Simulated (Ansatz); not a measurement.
# Run report: CsI, geometry relaxation

- system: CsI (Pm-3m, 2 atoms in the cell)
- method: DFT r2SCAN, scalar-relativistic, plane waves, PAW, no spin polarisation (Ansatz 0.2.0)

The structure derives from an entry of the Crystallography Open Database. Figures and captions count atoms from 1; the log counts them from 0 in places.

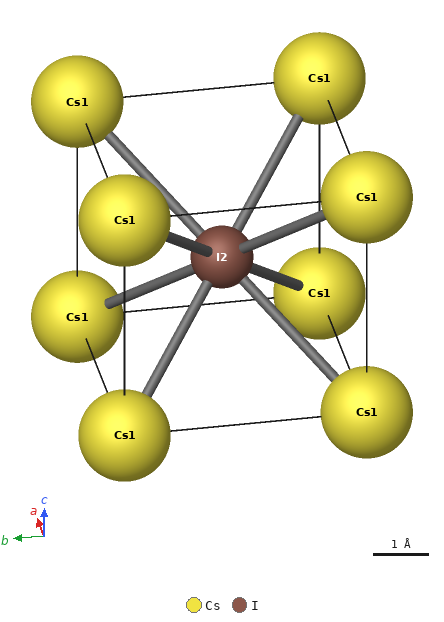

*The structure as given in the input (ball-and-stick view of the cell of the calculation, seen at an oblique angle; atoms are numbered from 1 in the order of the input). An atom can appear more than once, as a periodic image.*

Near neighbours in the periodic cell (some may lie outside the picture): Cs has 8 I at 3.95 Å; I has 8 Cs at 3.95 Å.

### Key numbers

| quantity | value |
| --- | --- |
| outcome | converged |
| space group (tolerance 0.01 Å) | Pm-3m (221) |
| electrons treated | 26 |
| free energy | −13217.5080 eV |
| Fermi energy | 5.684 eV |
| gap on the k-point mesh | 4.51 eV |
| pressure | 0.01 GPa |
| final volume | 97.91 Å³ |
| largest force (length of the vector) at the end | under 0.001 eV/Å |
| final cell | a = 4.609 Å, b = 4.609 Å, c = 4.609 Å, α = 90.00°, β = 90.00°, γ = 90.00° |
| hardware | 1 thread of Arm Neoverse V1, 24 GiB of memory available, shared host |
| wall time | 26 s |
| peak memory | 0.57 GiB |

### The input
```yaml
crystal:
  lattice:
    - [4.5667, 0.0, 0.0]
    - [0.0, 4.5667, 0.0]
    - [0.0, 0.0, 4.5667]
  atoms:
    - { symbol: Cs, position: [0.0, 0.0, 0.0] }
    - { symbol: I, position: [0.5, 0.5, 0.5] }
basis:
  ecutwfc: 500
kpoints:
  mp_grid: { grid: [6, 6, 6] }
hamiltonian:
  xc: r2scan
scf:
  occupations: { method: gaussian, width: 0.02 }
output:
  forces: true
  stress: true
  eigenvalues: true
relax:
  adjacent_minimum: "off"
  f_tol: 0.005
  max_steps: 80
  cell: { stress_tol: 0.05 }
```

Run as:
```bash
ansatz run input.yaml --threads 1 --pin off --max-ram 2560MiB --backend cpu --events-out ev --progress --plain --runs-dir out
```

### Log
```
Engine: ansatz 0.2.0, aarch64-unknown-linux-gnu
Pseudopotentials: kind: paw
Pseudopotential: Cs, paw, valence charge 9, recommended cutoff 500 eV (meta_gga), Cs.paw.azcp
Pseudopotential: I, paw, valence charge 17, recommended cutoff 500 eV (meta_gga), I.paw.azcp
Functional definition: r2SCAN
  parameter k0 = 0.174
  parameter k1 = 0.065
  parameter a1 = 4.9479
  exchange = r2scan_x(k0 = k0, k1 = k1, a1 = a1)
  correlation = r2scan_c
Crystal: 2 atoms, lattice volume = 95.237 Å³
Basis set: ecut = 500 eV, 2469 PW (Γ), exchange–correlation on 144×144×144 points (64 copies of the dense FFT grid, shifted against one another)
Bands: 17, of which v1, the nominal top of the filled ones, is band 13 counted from 1 (12 counted from 0)
Symmetry: 48 space group operations
Space group: Pm-3m (ITA 221), of the structure as read, at distance tolerance 4.6e-5 Å
k-points: 20 of 216
Non-local potential: Cs, projectors of the file, l = 0: 3, l = 1: 2, l = 2: 2, l = 3: 2
Non-local potential: I, projectors of the file, l = 0: 2, l = 1: 2, l = 2: 2, l = 3: 2
PAW form: soft (Blöchl's): semilocal exchange-correlation on the pseudo side does not see the compensation charge
PAW frozen core: Cs, regenerated for the run's functional (the file was generated under x = pbe(κ = 0.804, μ = 0.2195149727645171), c = pbe(β = 0.06672455060314922))
PAW frozen core: I, regenerated for the run's functional (the file was generated under x = pbe(κ = 0.804, μ = 0.2195149727645171), c = pbe(β = 0.06672455060314922))
PAW one-centre angular grid: Cs, 302 points (default); XC on 160 Gauss nodes
PAW one-centre angular grid: I, 590 points (default); XC on 160 Gauss nodes
Initial density: superposition of atomic densities (neutral atoms: chi_scale 0, normalization atom), corrected by the library's trained network
Initial wavefunctions: pseudopotential atomic-orbital guess
Functional: x = r2scan, c = r2scan; τ floored in thin density (d = 2e-4 eV/Å³)
SCF iter   1: F=—  HF=-13217.492507 eV  |F-HF|=—  |Δ(HF+E_count)|=         —  Δρ=2.50e-3  dr2=6.54e-3  dr2_τ=6.71e-4  ethr=1.77e-3  ⟨swp⟩=7.8  Hψ=2003  notcnv=0
preconditioner: auto → Resta (q_TF=auto, 2.197 Å⁻¹)  ε∞=2.5  [insulator: Δε(μ)=4.658 eV  Ē_g=11.567 eV  σ=0.020 eV  W_gap=1.00  n_scr=18 (ndim 8)  ℏωp=14.2 eV  f_vac=0.023  D(μ)=0.00/eV (n_scr^D=0)  ε∞_Penn≈2.5]
SCF iter   2: F=—  HF=-13217.505159 eV  |F-HF|=—  |Δ(HF+E_count)|=   1.27e-2  Δρ=1.21e-3  dr2=1.61e-3  dr2_τ=7.39e-5  ethr=2.51e-5  ⟨swp⟩=3.1  Hψ=818  notcnv=0
SCF iter   3: F=—  HF=-13217.504758 eV  |F-HF|=—  |Δ(HF+E_count)|=   4.01e-4  Δρ=2.24e-4  dr2=4.41e-5  dr2_τ=6.28e-6  ethr=6.21e-6  ⟨swp⟩=3.3  Hψ=760  notcnv=0
SCF iter   4: F=—  HF=-13217.504790 eV  |F-HF|=—  |Δ(HF+E_count)|=   3.25e-5  Δρ=6.47e-5  dr2=6.06e-6  dr2_τ=1.31e-7  ethr=1.69e-7  ⟨swp⟩=2.8  Hψ=739  notcnv=0
SCF iter   5: F=—  HF=-13217.504793 eV  |F-HF|=—  |Δ(HF+E_count)|=   2.63e-6  Δρ=2.25e-5  dr2=9.08e-7  dr2_τ=7.09e-9  ethr=2.33e-8  ⟨swp⟩=2.1  Hψ=603  notcnv=0
SCF iter   6: F=-13217.504793 eV  HF=-13217.504793 eV  |F-HF|=4.18e-8  |Δ(HF+E_count)|=   3.19e-8  Δρ=6.97e-6  dr2=8.53e-8  dr2_τ=9.82e-10  ethr=3.85e-10  ⟨swp⟩=4.8  Hψ=1852  notcnv=0
SCF 1 converged in 6 iterations: F = -13217.504793 eV  dr2 = 8.53e-8
  greatest PAW one-centre occupation: 0.999 electrons in one spin orbital (limit 2), on the I atom at site 1 (counted from 0), in its partial waves of l = 2
relax step   1: F+E_penalty+E_count = -13217.50479304 eV  Δ(F+E_penalty+E_count) = +0.000e0 eV  max|allowed force component| = 1.374e-28 eV/Å  Δτ_max = 0.0000 Å  P = +0.378 GPa  Ω = 95.237 Å³  (6 SCF iters, dr2 threshold 1.00e-7 eV, accepted)
Crystal: 2 atoms, lattice volume = 96.257 Å³
Initial density: handed on by an earlier stage of this run
Initial wavefunctions: those handed on with the density
iter 1 solved again at ethr=2.82e-7 eV; its pass at ethr=3.10e-3 eV (dr2=7.34e-5 eV) is discarded
SCF iter   1: F=—  HF=-13217.505555 eV  |F-HF|=—  |Δ(HF+E_count)|=         —  Δρ=2.35e-4  dr2=1.56e-4  dr2_τ=2.46e-4  ethr=2.82e-7  ⟨swp⟩=3.1  Hψ=2481  notcnv=0
eigensolver tolerance schedule calibrated: the retry pair's looser diagonalisation under-reported the residual by θ = 0.53 (0.13/decade); ethr = c·dr2/N_el runs at the constant in force after the calibration composes with the one it found (an armed cap, an earlier calibration), c = 5.8e-2
preconditioner: auto → Resta (q_TF=auto, 2.194 Å⁻¹)  ε∞=2.5  [insulator: Δε(μ)=4.582 eV  Ē_g=11.534 eV  σ=0.020 eV  W_gap=1.00  n_scr=18 (ndim 8)  ℏωp=14.2 eV  f_vac=0.023  D(μ)=0.00/eV (n_scr^D=0)  ε∞_Penn≈2.5]
SCF iter   2: F=—  HF=-13217.506680 eV  |F-HF|=—  |Δ(HF+E_count)|=   1.13e-3  Δρ=1.33e-4  dr2=4.72e-5  dr2_τ=1.90e-7  ethr=2.82e-7  ⟨swp⟩=2.4  Hψ=680  notcnv=0
SCF iter   3: F=—  HF=-13217.506660 eV  |F-HF|=—  |Δ(HF+E_count)|=   2.06e-5  Δρ=5.18e-5  dr2=3.46e-6  dr2_τ=1.56e-7  ethr=1.06e-7  ⟨swp⟩=2.9  Hψ=557  notcnv=0
SCF iter   4: F=-13217.506663 eV  HF=-13217.506663 eV  |F-HF|=1.19e-7  |Δ(HF+E_count)|=   2.89e-6  Δρ=9.80e-6  dr2=1.39e-7  dr2_τ=5.25e-9  ethr=4.47e-10  ⟨swp⟩=6.0  Hψ=2049  notcnv=0
SCF 2 converged in 4 iterations: F = -13217.506663 eV  dr2 = 1.39e-7
  greatest PAW one-centre occupation: 0.998 electrons in one spin orbital (limit 2), on the I atom at site 1 (counted from 0), in its partial waves of l = 2
relax step   2: F+E_penalty+E_count = -13217.50666270 eV  Δ(F+E_penalty+E_count) = -1.870e-3 eV  max|allowed force component| = 4.628e-29 eV/Å  Δτ_max = 0.0000 Å  P = +0.231 GPa  Ω = 96.257 Å³  energy of the carried Pulay correction = -6.501e-5 eV  (4 SCF iters, dr2 threshold 2.00e-7 eV, accepted)
Crystal: 2 atoms, lattice volume = 97.909 Å³
Basis set: ecut = 500 eV, 2517 PW (Γ), exchange–correlation on 144×144×144 points (64 copies of the dense FFT grid, shifted against one another)
iter 1 solved again at ethr=1.60e-6 eV; its pass at ethr=3.10e-3 eV (dr2=4.15e-4 eV) is discarded
SCF iter   1: F=—  HF=-13217.504817 eV  |F-HF|=—  |Δ(HF+E_count)|=         —  Δρ=3.76e-4  dr2=4.04e-4  dr2_τ=6.29e-4  ethr=1.60e-6  ⟨swp⟩=2.2  Hψ=2526  notcnv=0
preconditioner: auto → Resta (q_TF=auto, 2.187 Å⁻¹)  ε∞=2.5  [insulator: Δε(μ)=4.522 eV  Ē_g=11.502 eV  σ=0.020 eV  W_gap=1.00  n_scr=18 (ndim 8)  ℏωp=14.0 eV  f_vac=0.025  D(μ)=0.00/eV (n_scr^D=0)  ε∞_Penn≈2.5]
SCF iter   2: F=—  HF=-13217.507850 eV  |F-HF|=—  |Δ(HF+E_count)|=   3.03e-3  Δρ=2.15e-4  dr2=1.29e-4  dr2_τ=4.81e-7  ethr=1.55e-6  ⟨swp⟩=2.6  Hψ=602  notcnv=0
SCF iter   3: F=—  HF=-13217.507795 eV  |F-HF|=—  |Δ(HF+E_count)|=   5.47e-5  Δρ=9.65e-5  dr2=1.38e-5  dr2_τ=5.08e-7  ethr=4.98e-7  ⟨swp⟩=2.8  Hψ=518  notcnv=0
SCF iter   4: F=—  HF=-13217.507802 eV  |F-HF|=—  |Δ(HF+E_count)|=   6.95e-6  Δρ=1.67e-5  dr2=4.66e-7  dr2_τ=1.98e-8  ethr=5.29e-8  ⟨swp⟩=2.8  Hψ=701  notcnv=0
SCF iter   5: F=-13217.507803 eV  HF=-13217.507803 eV  |F-HF|=1.24e-8  |Δ(HF+E_count)|=   5.73e-7  Δρ=5.22e-6  dr2=3.57e-8  dr2_τ=9.28e-10  ethr=5.13e-10  ⟨swp⟩=7.7  Hψ=1760  notcnv=0
SCF 3 converged in 5 iterations: F = -13217.507803 eV  dr2 = 3.57e-8
relax step   3: F+E_penalty+E_count = -13217.50780255 eV  Δ(F+E_penalty+E_count) = -1.140e-3 eV  max|allowed force component| = 3.139e-30 eV/Å  Δτ_max = 0.0000 Å  P = +0.013 GPa  Ω = 97.909 Å³  energy of the carried Pulay correction = -1.688e-4 eV  (5 SCF iters, dr2 threshold 1.33e-7 eV, accepted)
Initial wavefunctions: pseudopotential atomic-orbital guess (no wavefunctions were taken with the density)
iter 1 solved again at ethr=1.55e-6 eV; its pass at ethr=3.10e-3 eV (dr2=4.03e-4 eV) is discarded
SCF iter   1: F=—  HF=-13217.507721 eV  |F-HF|=—  |Δ(HF+E_count)|=         —  Δρ=1.30e-4  dr2=3.59e-7  dr2_τ=1.50e-7  ethr=1.55e-6  ⟨swp⟩=3.0  Hψ=2844  notcnv=0
eigensolver tolerance schedule: the retry pair's looser diagonalisation over-reported the residual by 1120.33 of it (diagonalisation noise at 1.28 of the residual, at the tolerance the schedule requests for it); recorded, not acted on — ethr = c·dr2/N_el stays at c = 1.0e-1
preconditioner: auto → Resta (q_TF=auto, 2.187 Å⁻¹)  ε∞=2.5  [insulator: Δε(μ)=4.516 eV  Ē_g=11.514 eV  σ=0.020 eV  W_gap=1.00  n_scr=18 (ndim 8)  ℏωp=14.0 eV  f_vac=0.024  D(μ)=0.00/eV (n_scr^D=0)  ε∞_Penn≈2.5]
SCF iter   2: F=—  HF=-13217.507976 eV  |F-HF|=—  |Δ(HF+E_count)|=   2.54e-4  Δρ=6.55e-5  dr2=9.60e-8  dr2_τ=1.58e-6  ethr=1.38e-9  ⟨swp⟩=3.3  Hψ=706  notcnv=0
SCF iter   3: F=—  HF=-13217.507988 eV  |F-HF|=—  |Δ(HF+E_count)|=   1.27e-5  Δρ=2.30e-6  dr2=2.05e-9  dr2_τ=1.44e-9  ethr=3.69e-10  ⟨swp⟩=2.0  Hψ=505  notcnv=0
SCF iter   4: F=—  HF=-13217.507988 eV  |F-HF|=—  |Δ(HF+E_count)|=   2.80e-8  Δρ=6.18e-7  dr2=4.41e-10  dr2_τ=1.52e-11  ethr=7.90e-12  ⟨swp⟩=2.4  Hψ=611  notcnv=0
SCF iter   5: F=—  HF=-13217.507988 eV  |F-HF|=—  |Δ(HF+E_count)|=  3.66e-10  Δρ=1.94e-7  dr2=3.98e-11  dr2_τ=2.09e-12  ethr=1.70e-12  ⟨swp⟩=2.0  Hψ=480  notcnv=0
SCF iter   6: F=-13217.507988 eV  HF=-13217.507988 eV  |F-HF|=0.00e0  |Δ(HF+E_count)|=  7.46e-11  Δρ=8.02e-8  dr2=4.45e-12  dr2_τ=4.09e-13  ethr=1.00e-12  ⟨swp⟩=7.0  Hψ=1726  notcnv=0
SCF 4 converged in 6 iterations: F = -13217.507988 eV  dr2 = 4.45e-12
relax step   4: F+E_penalty+E_count = -13217.50798832 eV  Δ(F+E_penalty+E_count) = -1.858e-4 eV  max|allowed force component| = 9.203e-30 eV/Å  Δτ_max = 0.0000 Å  P = +0.014 GPa  Ω = 97.909 Å³  stress off target by 1.44e-2 GPa  SCF on the basis re-selected at this cell (its energy is not comparable with the rows above)  (6 SCF iters)
```

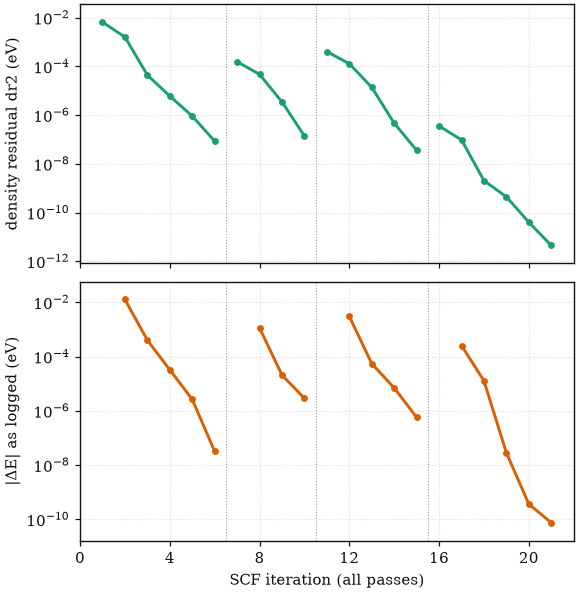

*Convergence of the self-consistent field: density residual dr2 and size of the energy change against the SCF iteration. The dotted lines part the SCF passes of the relaxation: geometry steps, rejected trials and re-solves on a re-selected basis.*

The passes take 6, 4, 5 and 6 iterations.

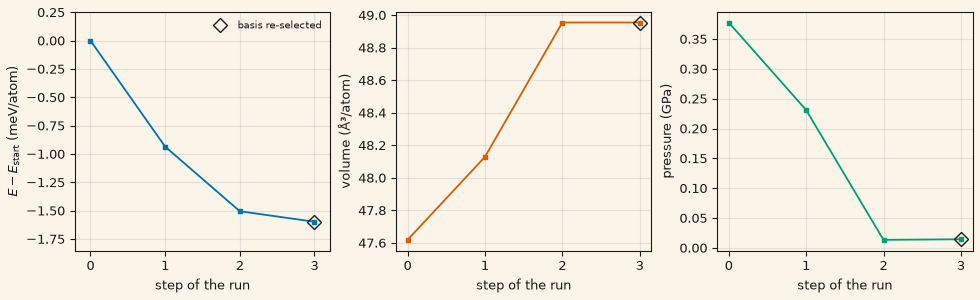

*Progress of the relaxation, step by step (the first geometry is step 0 here and step 1 in the log).*

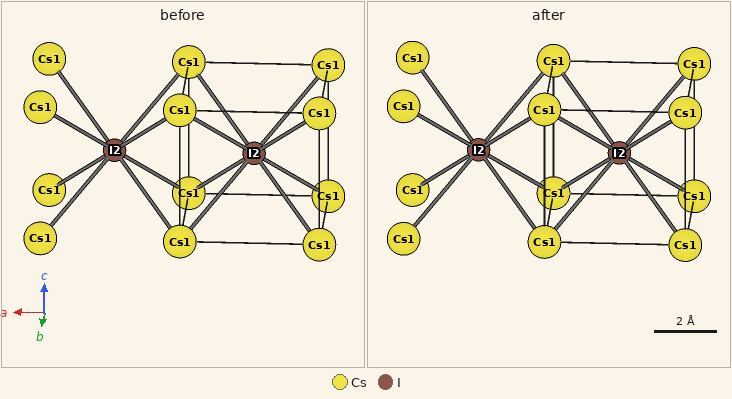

*Before (left) and after (right) the relaxation, at one scale (ball-and-stick view of the cell of the calculation, repeated 2 × 1 × 1, seen at an oblique angle).*

The energy falls by 1.5 meV per atom in 2 geometry steps. All forces vanish by symmetry, so only the cell relaxes. The pressure goes from 0.38 to 0.01 GPa. The atoms keep their places relative to the cell (all moves are under 0.005 Å). The drawn cell changes as follows: a = b = c 4.567 → 4.609 Å (+0.9 %); the volume changes by +2.8 %. Among the contacts that change: Cs1–I2 3.955 → 3.992 Å. The space group stays Pm-3m (No. 221). A last SCF at the same geometry on a re-selected plane-wave basis shifts the energy by −0.1 meV per atom. (Atoms are counted from 1 in the order of the input.)

```
basis re-selected at this cell: Δ(F+E_penalty+E_count) = -1.858e-4 eV, ΔP = +0.001 GPa vs the last step (what re-selecting the basis moved, of the pressure what is left beyond the Pulay correction that the steps carried, after the strain that the cell walked since its last selection, with what the two solves' SCF thresholds leave and, on support functions, any second-order correction that the steps lacked; it is no measure of the basis error at this ecutwfc). This SCF's stress stands 1.44e-2 GPa from its target on what of the cell is left free (relax.cell.stress_tol is 5.00e-2 GPa) and its largest allowed force component is 9.20e-30 eV/Å (relax.f_tol is 5.00e-3 eV/Å): within both
SCF converged after 6 iterations
Free energy (F): -13217.507988 eV
Harris-Foulkes:  -13217.507988 eV  (|F-HF|=0.00e0)
Internal energy: -13217.507988 eV  (E = F + TS)
E sigma→0 (E₀):  -13217.507988 eV
Fermi energy:    5.684431 eV
--- Per-component energies (eV) ---
  E_band       = -459.946850
  E_kinetic    = 331.316007
  E_local      = -2477.596338  (includes V_loc(G=0)·N_el)
  E_nonlocal   = -60.828023
  E_hartree    = 1229.622922
  E_xc         = -284.133285
  E_vxc        = -278.289277  (∫ρ·V_xc dr)
  E_paw        = -9932.767166  (= ΣΔE_a)
  E_vpaw       = -448.717931  (= ΣTr[D̂ρ^β])
  E_aug_tail   = -0.000036  (compensation charges beyond the density's cutoff)
  E_vtau       = 14.922872  (kinetic-family band-sum trace: ∫τ·v_τ [+ j·A + Jᵃ·Aᵃ] dr)
  E_ewald      = -2023.245002
  E_core_change = 0.122932  (= ΣΔE_core)
  E_smearing   = -0.000000  (= −TS)
  E_closure    = 0.000000  (closes the sum)
  Σ components = -13217.507988   (vs F -13217.507988, Δ=0.00e0)
--- Forces (eV/Å), atoms counted from 1 ---
  atom   1  Cs    -0.00000000     0.00000000     0.00000000
  atom   2  I     -0.00000000    -0.00000000    -0.00000000
  max |Σ_I F_I| component: 1.95e-29 eV/Å
--- Stress (GPa, compression-positive) ---
        0.014445      -0.000000      -0.000000
       -0.000000       0.014445      -0.000000
       -0.000000      -0.000000       0.014445
  P = ⅓ Tr σ = 0.0144 GPa (0.144 kbar)
--- Band table (eV; the first three rows and the last of 20) ---
  k-point 0: bands = ["-40.2852", "-40.2852", "-40.2852", "-40.2832", "-40.2832", "-17.5452", "-7.4851", "-3.8913", "-3.8913", "-3.8913", "3.3372", "3.3372", "3.3372", "7.9419", "8.0926", "8.0926", "11.7971"]
  k-point 1: bands = ["-40.2852", "-40.2852", "-40.2852", "-40.2832", "-40.2832", "-17.5394", "-7.4865", "-3.9265", "-3.8771", "-3.8771", "2.9061", "3.3062", "3.3062", "8.2582", "8.4668", "8.7133", "11.7016"]
  k-point 2: bands = ["-40.2852", "-40.2852", "-40.2852", "-40.2832", "-40.2831", "-17.5279", "-7.4916", "-3.9863", "-3.8483", "-3.8483", "2.2312", "3.2420", "3.2420", "8.7132", "9.6165", "10.0019", "11.4522"]
  k-point 19: bands = ["-40.2852", "-40.2852", "-40.2852", "-40.2830", "-40.2830", "-17.4819", "-7.2124", "-4.1241", "-4.1241", "-4.1241", "2.1827", "2.1827", "2.1827", "11.0911", "11.0911", "11.0911", "11.8446"]
--- Relaxed structure (3 steps of the walk, 3 accepted, 1 SCFs on fresh bases) ---
  F+E_penalty+E_count = -13217.50798832 eV   max|allowed force component| = 9.203e-30 eV/Å   (the final SCF, on the basis selected at the relaxed cell)
  cell:  # Å, volume = 97.9091 Å³
    - [4.609009892473715, -4.293218834363213e-34, 3.851859888774472e-34]
    - [-4.293218834363213e-34, 4.609009892473715, 6.419766481290786e-35]
    - [3.851859888774472e-34, 6.419766481290786e-35, 4.609009892473715]
  atoms:
    - { symbol: Cs, position: [8.346807017725426e-36, -8.786112620359652e-37, 1.3179168932073735e-36] }
    - { symbol: I, position: [0.5, 0.5, 0.5] }
```

### Trajectory as extended XYZ (Å, eV, eV/Å), 4 frames, from step=1 to step=4
```
2
Lattice="4.5667 0.0000 0.0000 0.0000 4.5667 0.0000 0.0000 0.0000 4.5667" Properties=species:S:1:pos:R:3:forces:R:3 step=1 energy=-13217.50479 pressure_GPa=0.38
Cs    0.0000    0.0000    0.0000    0.0000   0.0000   0.0000
I     2.2833    2.2833    2.2833    0.0000   0.0000   0.0000
2
Lattice="4.5829 0.0000 0.0000 0.0000 4.5829 0.0000 0.0000 0.0000 4.5829" Properties=species:S:1:pos:R:3:forces:R:3 step=2 energy=-13217.50666 pressure_GPa=0.23
Cs    0.0000    0.0000    0.0000    0.0000   0.0000   0.0000
I     2.2915    2.2915    2.2915    0.0000   0.0000   0.0000
2
Lattice="4.6090 0.0000 0.0000 0.0000 4.6090 0.0000 0.0000 0.0000 4.6090" Properties=species:S:1:pos:R:3:forces:R:3 step=3 energy=-13217.50780 pressure_GPa=0.01
Cs    0.0000    0.0000    0.0000    0.0000   0.0000   0.0000
I     2.3045    2.3045    2.3045    0.0000   0.0000   0.0000
2
Lattice="4.6090 0.0000 0.0000 0.0000 4.6090 0.0000 0.0000 0.0000 4.6090" Properties=species:S:1:pos:R:3:forces:R:3 step=4 energy=-13217.50799 pressure_GPa=0.01
Cs    0.0000    0.0000    0.0000    0.0000   0.0000   0.0000
I     2.3045    2.3045    2.3045    0.0000   0.0000   0.0000
```
